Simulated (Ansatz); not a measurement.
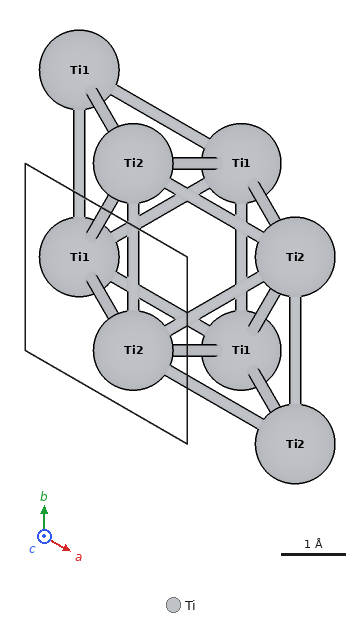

The input geometry (ball-and-stick view of the cell of the calculation, repeated 2 × 2 × 1, along the c axis; atoms are numbered from 1 in the order of the input). An atom can appear more than once, as a periodic image. Near neighbours in the periodic cell (some may lie outside the picture): Ti has 12 Ti at 2.93 to 2.94 Å.

## Single-point calculation of Ti

System: Ti (P6₃/mmc, 2 atoms in the cell).
Method: DFT r2SCAN, scalar-relativistic, plane waves, PAW, no spin polarisation (Ansatz 0.2.0).

The structure derives from an entry of the Crystallography Open Database. It belongs to a series of runs on one base structure; here: strain along c alone, the other axes held, atoms relaxed: +3.0 %. Figures and captions count atoms from 1; the log counts them from 0 in places.

What the program printed:
```
Engine: ansatz 0.2.0, x86_64-unknown-linux-gnu
Pseudopotentials: kind: paw
Pseudopotential: Ti, paw, valence charge 12, recommended cutoff 500 eV (meta_gga), Ti.paw.azcp
Functional definition: r2SCAN
  parameter k0 = 0.174
  parameter k1 = 0.065
  parameter a1 = 4.9479
  exchange = r2scan_x(k0 = k0, k1 = k1, a1 = a1)
  correlation = r2scan_c
Crystal: 2 atoms, lattice volume = 35.644 Å³
Basis set: ecut = 500 eV, 917 PW (Γ), exchange–correlation on 96×96×144 points (64 copies of the dense FFT grid, shifted against one another)
Bands: 16, of which v1, the nominal top of the filled ones, is band 12 counted from 1 (11 counted from 0)
Symmetry: 24 space group operations
Space group: P63/mmc (ITA 194), of the structure as read, at distance tolerance 3.3e-5 Å
k-points: 427 of 6912
Non-local potential: Ti, projectors of the file, l = 0: 3, l = 1: 2, l = 2: 3, l = 3: 1
PAW form: soft (Blöchl's): semilocal exchange-correlation on the pseudo side does not see the compensation charge
PAW frozen core: Ti, regenerated for the run's functional (the file was generated under x = pbe(κ = 0.804, μ = 0.2195149727645171), c = pbe(β = 0.06672455060314922))
PAW one-centre angular grid: Ti, 590 points (default); XC on 160 Gauss nodes
Initial density: superposition of atomic densities (neutral atoms: chi_scale 0, normalization atom), corrected by the library's trained network
Initial wavefunctions: pseudopotential atomic-orbital guess
Functional: x = r2scan, c = r2scan; τ floored in thin density (d = 2e-4 eV/Å³)
SCF iter   1: F=—  HF=-5008.689354 eV  |F-HF|=—  |Δ(HF+E_count)|=         —  Δρ=1.67e-2  dr2=8.94e-2  dr2_τ=1.46e-2  ethr=1.77e-3  ⟨swp⟩=3.4  Hψ=28577  notcnv=0
preconditioner: auto → none  [metal: Δε(μ)=0.005 eV  Ē_g=3.084 eV  σ=0.100 eV  W_gap=0.03  n_scr=8 (ndim 8)  ℏωp=17.6 eV  f_vac=0.000  D(μ)=1.66/eV (n_scr^D=22)  sad-step TF]
SCF iter   2: F=—  HF=-5008.724997 eV  |F-HF|=—  |Δ(HF+E_count)|=   3.56e-2  Δρ=5.78e-3  dr2=1.03e-2  dr2_τ=8.58e-4  ethr=3.72e-4  ⟨swp⟩=2.9  Hψ=16239  notcnv=0  defer=16
SCF iter   3: F=—  HF=-5008.725364 eV  |F-HF|=—  |Δ(HF+E_count)|=   3.67e-4  Δρ=1.61e-3  dr2=4.01e-4  dr2_τ=1.04e-4  ethr=4.30e-5  ⟨swp⟩=2.9  Hψ=12819  notcnv=0  defer=16
SCF iter   4: F=—  HF=-5008.725967 eV  |F-HF|=—  |Δ(HF+E_count)|=   6.03e-4  Δρ=3.43e-4  dr2=1.78e-5  dr2_τ=2.04e-6  ethr=1.67e-6  ⟨swp⟩=2.2  Hψ=11089  notcnv=0  defer=16
SCF iter   5: F=—  HF=-5008.725996 eV  |F-HF|=—  |Δ(HF+E_count)|=   2.92e-5  Δρ=1.83e-5  dr2=6.35e-8  dr2_τ=6.91e-9  ethr=7.43e-8  ⟨swp⟩=2.6  Hψ=11901  notcnv=0  defer=16
SCF iter   6: F=-5008.725996 eV  HF=-5008.725996 eV  |F-HF|=1.37e-9  |Δ(HF+E_count)|=   1.31e-8  Δρ=3.09e-6  dr2=2.53e-9  dr2_τ=1.17e-10  ethr=2.65e-10  ⟨swp⟩=4.6  Hψ=36230  notcnv=0
the search or the solves at the SCF's close seem to have found levels that the self-consistency loop had missed (the run counts 2). By its estimate they hold under 1e-12 electrons; where the run keeps them, the occupations were computed again with them
SCF 1 converged in 6 iterations: F = -5008.725996 eV  dr2 = 2.53e-9
  greatest PAW one-centre occupation: 1.000 electrons in one spin orbital (limit 2), on the Ti atom at site 1 (counted from 0), in its partial waves of l = 1
```

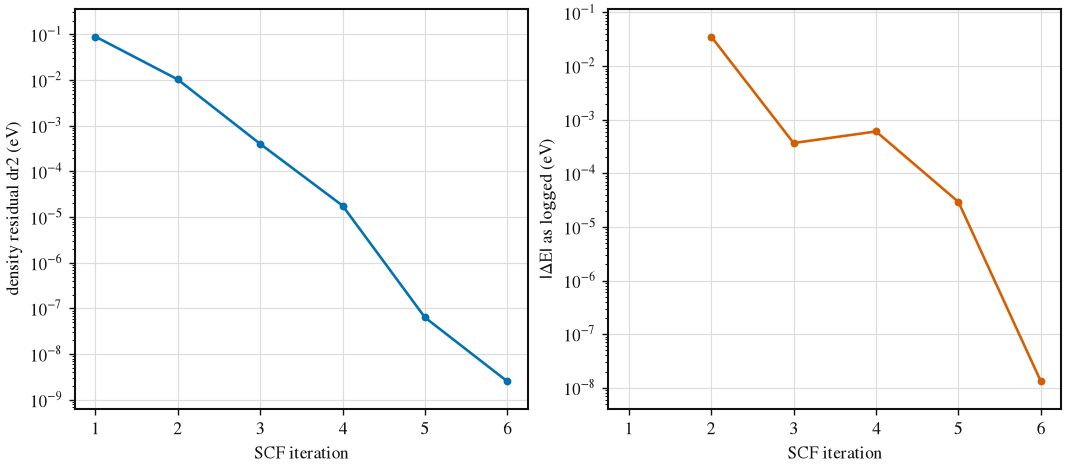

Convergence of the self-consistent field: density residual dr2 and size of the energy change against the SCF iteration. The residual falls at every step.

```
SCF converged after 6 iterations
Free energy (F): -5008.725996 eV
Harris-Foulkes:  -5008.725996 eV  (|F-HF|=1.37e-9)
Internal energy: -5008.717546 eV  (E = F + TS)
E sigma→0 (E₀):  -5008.721771 eV
Entropy (-TS):   -0.008450 eV (-4.225 meV/atom)
Fermi energy:    13.008714 eV
--- Per-component energies (eV) ---
  E_band       = -351.734739
  E_kinetic    = 543.263432
  E_local      = -1646.375291  (includes V_loc(G=0)·N_el)
  E_nonlocal   = 14.366851
  E_hartree    = 671.555864
  E_xc         = -185.206505
  E_vxc        = -264.682072  (∫ρ·V_xc dr)
  E_paw        = -2113.094310  (= ΣΔE_a)
  E_vpaw       = -359.628380  (= ΣTr[D̂ρ^β])
  E_aug_tail   = 0.000170  (compensation charges beyond the density's cutoff)
  E_vtau       = 18.206426  (kinetic-family band-sum trace: ∫τ·v_τ [+ j·A + Jᵃ·Aᵃ] dr)
  E_ewald      = -2292.720843
  E_core_change = -0.506914  (= ΣΔE_core)
  E_smearing   = -0.008450  (= −TS)
  E_closure    = 0.000000  (closes the sum)
  Σ components = -5008.725996   (vs F -5008.725996, Δ=0.00e0)
--- Forces (eV/Å), atoms counted from 1 ---
  atom   1  Ti    -0.00000000    -0.00000000    -0.00000000
  atom   2  Ti     0.00000000    -0.00000000     0.00000000
  max |Σ_I F_I| component: 7.40e-17 eV/Å
--- Stress (GPa, compression-positive) ---
       -2.102421      -0.000000       0.000000
       -0.000000      -2.102421       0.000000
        0.000000       0.000000      -5.550935
  P = ⅓ Tr σ = -3.2519 GPa (-32.519 kbar)
--- Band table (eV; the first three rows and the last of 427) ---
  k-point 0: bands = ["-46.2922", "-46.1757", "-21.7875", "-21.1769", "-21.1769", "-21.1473", "-21.0945", "-21.0945", "6.4240", "10.1919", "13.2532", "13.7863", "13.8879", "13.8879", "14.3506", "14.3506"]
  k-point 1: bands = ["-46.2902", "-46.1777", "-21.7770", "-21.1755", "-21.1755", "-21.1586", "-21.0959", "-21.0959", "6.4820", "10.1471", "13.1764", "13.7540", "13.8677", "13.8677", "14.3234", "14.3234"]
  k-point 2: bands = ["-46.2845", "-46.1836", "-21.7461", "-21.1917", "-21.1714", "-21.1714", "-21.1000", "-21.1000", "6.6540", "9.9985", "13.0011", "13.6605", "13.8237", "13.8237", "14.2490", "14.2490"]
  k-point 426: bands = ["-46.1499", "-46.1499", "-21.6185", "-21.6185", "-21.4650", "-21.4650", "-21.2389", "-21.2389", "11.7328", "11.7328", "11.9720", "11.9720", "12.6601", "12.6601", "14.7667", "14.7667"]
```

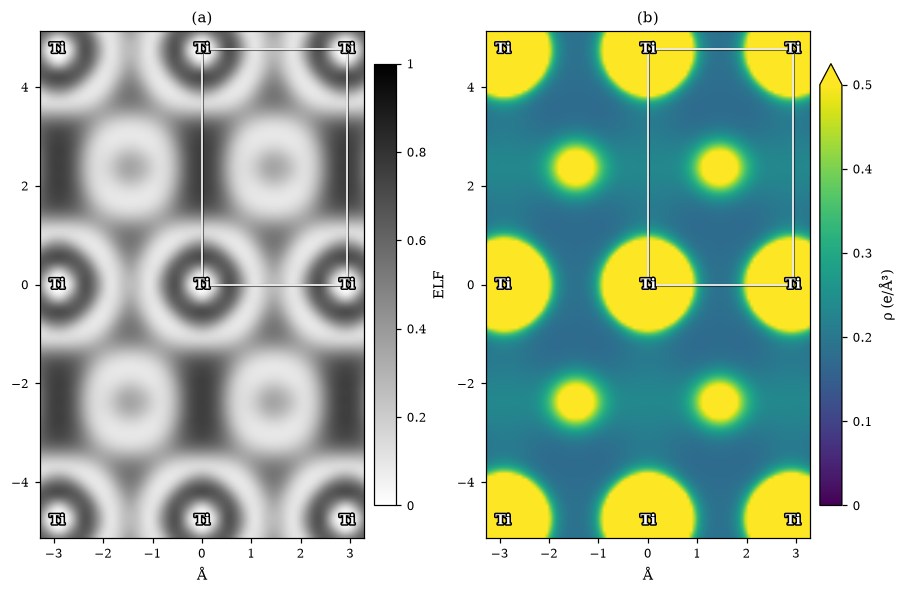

(a) electron localisation function; (b) valence electron density on the (100) plane of the conventional cell. The section cuts through Ti sites. Ti–Ti (2.94 Å): ρ is about 0.19 e/Å³ halfway; the ELF is about 0.25 at the midpoint (no localised pair between them). Away from the nuclei the density in this plane falls to 0.17 e/Å³ at its lowest. The strong features right at Ti lie inside the PAW spheres (semicore, d or f shells) and say nothing about bonding. The fields are those of the smooth PAW valence density.

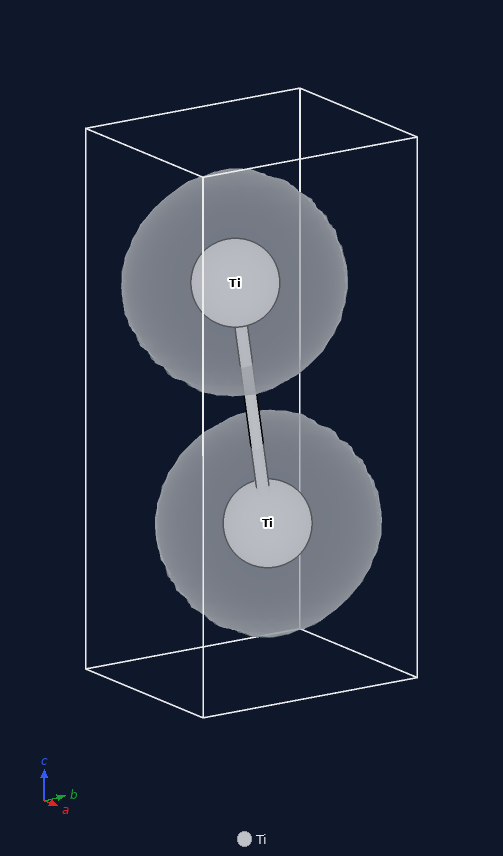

Isosurface of the valence pseudo-density at 0.4 e/Å³ (grey), seen slightly off an axis. Sticks mark near contacts. The outline is the cell set on symmetry axes. At this value the density breaks into separate islands; it holds about 75 % of the electrons treated as valence (semicore included). It is pinched off along the Ti–Ti (2.93 Å) contacts. On the grid the lowest density along these lines, outside the cores, is 0.18 e/Å³ (Ti–Ti, 2.93 Å).

The run was set up as follows.

The input:
```yaml
crystal:
  lattice:
    - [2.9357969427, 0.0, 0.0]
    - [-1.4678984714, 2.5424747328, 0.0]
    - [0.0, 0.0, 4.7752786928]
  atoms:
    - { symbol: Ti, position: [0.3333333333, 0.6666666667, 0.25] }
    - { symbol: Ti, position: [0.6666666667, 0.3333333333, 0.75] }
basis:
  ecutwfc: 500
kpoints:
  mp_grid: { grid: [24, 24, 12] }
hamiltonian:
  xc: r2scan
scf:
  occupations: { method: gaussian, width: 0.1 }
output:
  forces: true
  stress: true
  eigenvalues: true
  write_density: true
  write_potential: true
  elf: true
  volumetric_format: npy
```

Command:
```bash
ansatz run input.yaml --threads 1 --pin off --max-ram 2560MiB --backend cpu --events-out ev --progress --plain --runs-dir out
```

Summary:

```tsv
quantity	value
outcome	converged
space group (tolerance 0.01 Å)	P6₃/mmc (194)
electrons treated	24
free energy	−5008.7260 eV
Fermi energy	13.009 eV
gap on the k-point mesh	none (metallic)
pressure	−3.25 GPa
largest force (length of the vector)	under 0.001 eV/Å
hardware	1 thread of Intel Xeon @ 2.50GHz (Skylake/Cascade Lake), 189 GiB of memory available, shared host
wall time	57 s
peak memory	0.62 GiB
```
